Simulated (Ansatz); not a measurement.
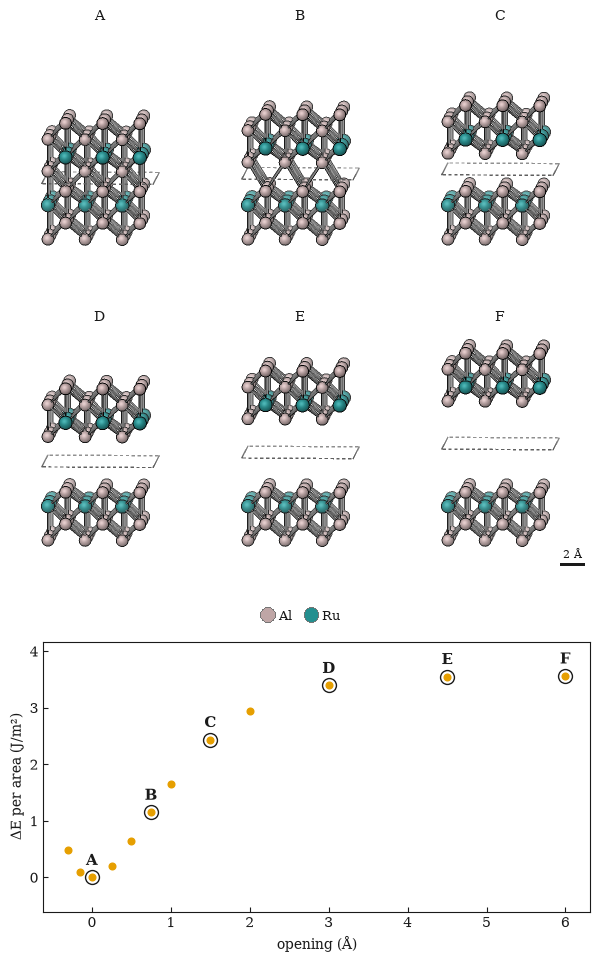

A crystal of Al₂Ru (I4/mmm): the crystal is pulled apart rigidly along the normal of the (0 0 1) plane of the conventional cell, at a cut between a plane of Al below and one of Al above, 1.53 Å apart. One cut stands in each cell, which starts 16.8 Å high; nothing is relaxed, and the dashed outline marks the cut. The lettered frames are marked on the plot. A ball-and-stick model of the layers on both sides of the cut, seen from the side, nearly along the cut plane.

Level of theory: DFT PBEsol, scalar-relativistic, plane waves, PAW (Ansatz 0.2.0). (plane-wave cutoff 420 eV; k-point mesh 15 × 15 × 3; occupations gaussian; smearing width 0.15 eV; no spin polarisation). Energies (free energies at the smearing named) are counted from the relaxed crystal.

Q: Read off the main features of the energy profile.

A: At the widest opening, 6.00 Å, the energy has risen by 3.562 J/m², where the curve has levelled off: this is the ideal work of separation, the sum of the two unrelaxed surface energies of a slab 16.8 Å thick. The steepest rise lies between 0.50 Å and 0.75 Å, with a mean traction of about 21 GPa. Pressing the cut together by 0.30 Å costs 0.490 J/m².
